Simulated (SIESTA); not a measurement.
# A series of single points on HgTe

System: HgTe (2 atoms in the cell).
Method: Kohn-Sham DFT of a periodic cell, PBEGcGxLO, PseudoDojo 0.4 standard NC, numerical atomic orbitals, no spin polarisation (SIESTA 5.4.2).

The 7 runs differ only in the geometry, by an even scaling of the cell at fixed fractional positions. The structure derives from an entry of the Crystallography Open Database.

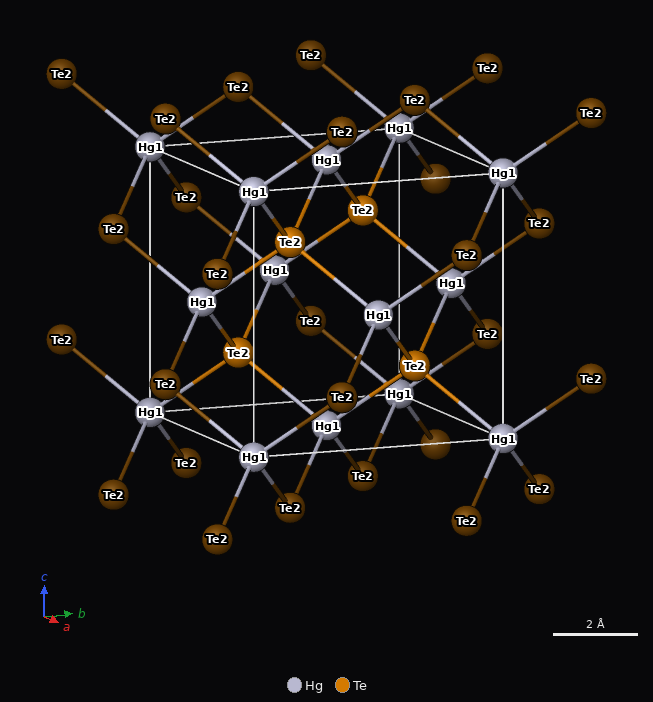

Figure 1. The structure of run 4 (ball-and-stick view of the cell 4 times as large as that of the calculation, set on its symmetry axes, seen slightly off an axis; neighbours outside the cell are drawn fainter; atoms are numbered from 1 in the order of the input).

**Input of run 4**
```
SystemName                      Coloradoite
SystemLabel                     HgTe
NumberOfSpecies                 2
NumberOfAtoms                   2
%block ChemicalSpeciesLabel
  1  80 Hg
  2  52 Te
%endblock ChemicalSpeciesLabel

LatticeConstant                 1.0 Ang
%block LatticeVectors
     0.0000000000     3.2145000000     3.2145000000
     3.2145000000     0.0000000000     3.2145000000
     3.2145000000     3.2145000000     0.0000000000
%endblock LatticeVectors
AtomicCoordinatesFormat         Fractional
%block AtomicCoordinatesAndAtomicSpecies
     0.0000000000     0.0000000000     0.0000000000  1  Hg
     0.7500000000     0.7500000000     0.7500000000  2  Te
%endblock AtomicCoordinatesAndAtomicSpecies

%block kgrid.MonkhorstPack
    7   0   0  0.0
    0   7   0  0.0
    0   0   7  0.0
%endblock kgrid.MonkhorstPack
XC.Functional                   GGA
XC.Authors                      PBEGcGxLO
PAO.BasisSize                   DZP
PAO.EnergyShift                 0.002 Ry
Mesh.Cutoff                     800 Ry
OccupationFunction              FD
ElectronicTemperature           0.05 eV
MaxSCFIterations                120
SCF.MustConverge                false
SCF.Mixer.Method                Pulay
SCF.Mixer.Weight                0.25
SCF.Mixer.History               8
SCF.DM.Tolerance                5.0e-05
SCF.H.Tolerance                 1.0e-03 eV
WriteForces                     true
Charge.Mulliken                 end
```

Command:
```bash
siesta < HgTe.fdf > HgTe.out 2>&1
```

Lattice vectors (Å) and fractional positions of run 4:
```
   0.000000    3.214500    3.214500
   3.214500    0.000000    3.214500
   3.214500    3.214500    0.000000
Hg  0.000000  0.000000  0.000000
Te  0.750000  0.750000  0.750000
```

Run 3 differs from it as follows:
```diff
-     0.0000000000     3.2145000000     3.2145000000
-     3.2145000000     0.0000000000     3.2145000000
-     3.2145000000     3.2145000000     0.0000000000
+     0.0000000000     3.1929255244     3.1929255244
+     3.1929255244     0.0000000000     3.1929255244
+     3.1929255244     3.1929255244     0.0000000000
```

**Results, with one run withheld**

```tsv
run	volume per atom (Å³)	free energy per atom, from the lowest run given (meV)	pressure (GPa)
1	31.223	68.79	6.61
2	31.887	44.64	5.05
3	32.551	?	?
4	33.215	13.46	2.65
5	33.880	4.62	1.61
6	34.544	0.13	0.59
7	35.208	0.00	−0.24
```

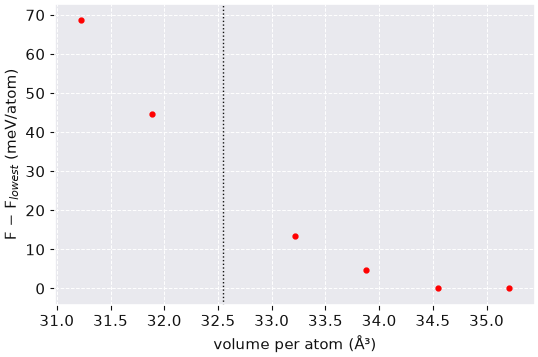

Figure 2. Free energy per atom of the runs given; the dotted line marks run 3.

What should run 3 give?

A cubic polynomial in V^(−2/3) (the Birch–Murnaghan form), fitted to the 6 runs given, misses them by at most 0.22 meV per atom. With x = V^(−2/3) − 0.09666 Å⁻², it reads F = 12.262 + 8103.6 x + 1.291e+06 x² − 2.678e+06 x³ (meV per atom). At run 3 it gives 26.48 meV per atom, and the run itself gives 26.61. The slope of the fit gives a pressure −dF/dV of 3.79 GPa there, and the run prints 3.72 GPa. The two needn't agree exactly: the fit is approximate, and the printed stress is taken on a finite basis. The fit has its minimum at 34.948 Å³ per atom, where V d²F/dV² gives 46.9 GPa: the bulk modulus at this level, since symmetry fixes the shape and the positions.

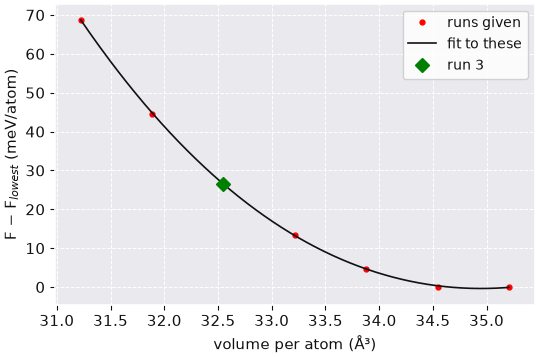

Figure 3. The fit and the withheld run.

**Some lines of the output (run 3)**
```
[...]
outcell: Cell volume (Ang**3)        :     65.1023
stepf: Fermi-Dirac step function
siesta: Etot    =     -7348.585934
siesta: FreeEng =     -7348.588298
        iscf     Eharris(eV)        E_KS(eV)     FreeEng(eV)     dDmax    Ef(eV) dHmax(eV)
siesta: E_KS(eV) =            -7368.1280
siesta: E_KS - E_eggbox =     -7368.1280
siesta: Etot    =     -7368.128047
siesta: FreeEng =     -7368.128746
siesta:         Fermi =      -3.144674
siesta: Cell volume =         65.102304 Ang**3
    Orbital volume contribution        =           1.528979 eV
```

Notes on the run: xc_check: WARNING: Pseudopotential generated with GGA PBE functional. Points of doubt noted for this run: valence orbitals made in semicore potential. Spin–orbit coupling is left out, which matters for Hg. With a small basis of atomic orbitals these values can differ much from converged plane-wave results.
